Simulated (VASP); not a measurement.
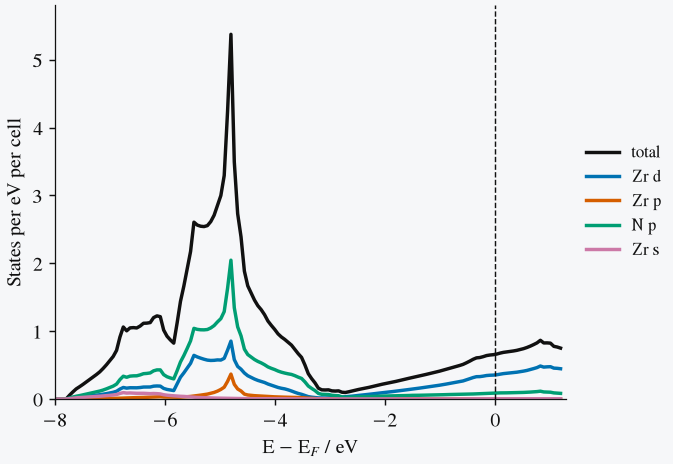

Density of states. Energies are counted from the Fermi level. The partial curves are projected inside the PAW spheres; the rest of the total lies in parts that aren't drawn and between the spheres.

Calculation on rocksalt ZrN, space group Fm-3m, 2 atoms in the primitive cell; cubic a = 4.554 Å.

Computed with VASP 6.6.1: PBE, VASP PAW PBE potentials, release 64 (Zr_sv, N), no spin polarisation, no spin-orbit coupling, 14×14×14 k mesh in the self-consistent step, 520 eV cutoff, Methfessel-Paxton smearing of 0.1 eV.

**Metal or insulator, and how many states lie at the Fermi level?**

It is a metal. The density of states at the Fermi level is about 0.66 per eV and cell (mean within 0.25 eV), or 0.33 per atom.

**Which states dominate at the Fermi level?**

By projected weight, the states within 0.3 eV of the Fermi level are Zr d (80 %) and N p (19 %).

**Where is the tallest peak in the window, and which states make it?**

The tallest peak in the window is at −4.8 eV.

The density of states was taken on a 21×21×21 mesh with the tetrahedron method. The cell was derived from a database entry in an earlier step, so it needn't be the measured one.
